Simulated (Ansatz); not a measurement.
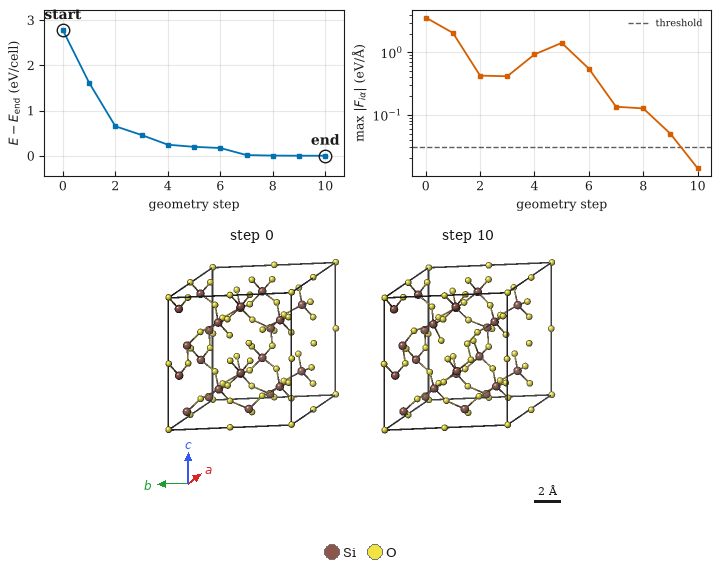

First and last geometry of a relaxation of a defect cell of composition Si23O49, with the history of the run. Style: ball-and-stick. Shown: the cell of the calculation (origin shifted), from a free direction.

Level of theory: DFT, PBEsol, PAW, plane waves (Ansatz). Set-up: plane-wave cutoff 420 eV; k-point mesh 1 × 1 × 1; mesh shifted by (0.25, 0.25, 0.25); no spin polarisation; atoms relaxed in a fixed cell; force threshold 0.03 eV/Å; at most 80 steps.

Question: Read the history and describe the run.

Answer: It converged. The atom that moves furthest is an O atom (0.66 Å along [1 −1 1]). By element the largest moves are O 0.66 Å, Si 0.18 Å. The cell stays as it was. Among the contacts that change: O–O 1.628 → 2.090 Å, O–O 1.663 → 2.091 Å, O–O 1.634 → 1.415 Å, O–O 1.587 → 1.415 Å. Among the angles between lasting bonds that change: O–Si–O 110.9° → 97.0°, Si–O–Si 141.2° → 155.1°, Si–O–Si 142.6° → 155.3°. The energy falls by 2.778 eV per cell of the calculation in 10 geometry steps. The largest force component goes from 3.6 to 0.014 eV/Å. The run took 11 s on 1 × NVIDIA GB300 Max-Q with 8 threads of Arm Neoverse-V2, peak memory 1.8 GiB.

```tsv
step	E − E(0), meV/atom	largest force component, eV/Å
0	0.00	3.6101
1	-16.15	2.0469
2	-29.53	0.4236
3	-32.22	0.4140
4	-35.20	0.9277
5	-35.85	1.4158
6	-36.21	0.5477
7	-38.38	0.1345
8	-38.54	0.1266
9	-38.58	0.0496
10	-38.58	0.0139
```
